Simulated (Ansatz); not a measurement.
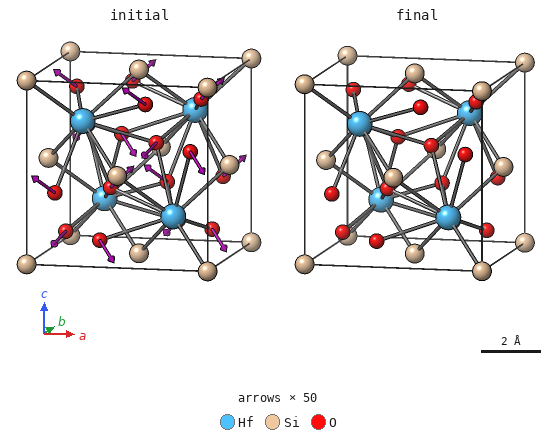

The structure of crystalline HfSiO4 (built on the NdInCu4-216 type type) before (left) and after (right) a relaxation, at one scale. The purple arrows give the displacements (the part carried along by the change of the cell is left out), magnified 50 times.

A ball-and-stick model of the conventional cell (4 times the calculation's cell), seen slightly off an axis. Lengths and directions refer to the drawn axes.

All numbers below come from Ansatz, DFT, PBEsol, plane waves, PAW.

The input:
```yaml
crystal:
  lattice:
    - [0.0, 3.17545384, 3.17545384]
    - [3.17545384, 0.0, 3.17545384]
    - [3.17545384, 3.17545384, 0.0]
  atoms:
    - { symbol: Hf, position: [0.25, 0.25, 0.25] }
    - { symbol: Si, position: [0.0, 0.0, 0.0] }
    - { symbol: O, position: [0.62602098, 0.62602098, 0.62602098] }
    - { symbol: O, position: [0.62602098, 0.62602098, 0.12193706] }
    - { symbol: O, position: [0.62602098, 0.12193706, 0.62602098] }
    - { symbol: O, position: [0.12193706, 0.62602098, 0.62602098] }
kpoints:
  mp_grid: { grid: [6, 6, 6] }
hamiltonian:
  xc: pbesol
scf:
  occupations: { method: fermi_dirac, width: 0.03 }
relax:
  f_tol: 0.01
  cell: {}
  max_steps: 120
```

Run as
```bash
ansatz run input.yaml --threads 2 --pin off --max-ram 20275MiB --backend cpu --events-out ev --progress --plain --runs-dir out
```

Describe what moved and what it gained.

After 4 accepted moves (6 points after the start) the energy has fallen by 24.2 meV per atom. The largest force component goes from 0.29 to 0.00078 eV/Å. The pressure goes from −9.57 to −0.02 GPa. The SCF was repeated twice at an unchanged geometry on a basis and grid sized afresh for the cell, which shifted the energy by 2.1 meV per atom at most. The largest moves relative to the cell, 0.023 Å, are those of O3, O4, O5 and O6. O5 goes along [1 −1 −1]. Si and Hf stay in place. The volume changes by −5.9 %, with a = b = c 6.351 → 6.224 Å (−2.0 %). Near-neighbour distances that change, for instance: Hf1–O3 2.635 → 2.578 Å, Hf1–Si2 2.750 → 2.695 Å. The space group stays F-43m (No. 216). Cost: 9.5 s on 2 threads of AMD EPYC 7R13 Processor (Zen 3), with other jobs on the host, peak memory 0.61 GiB.
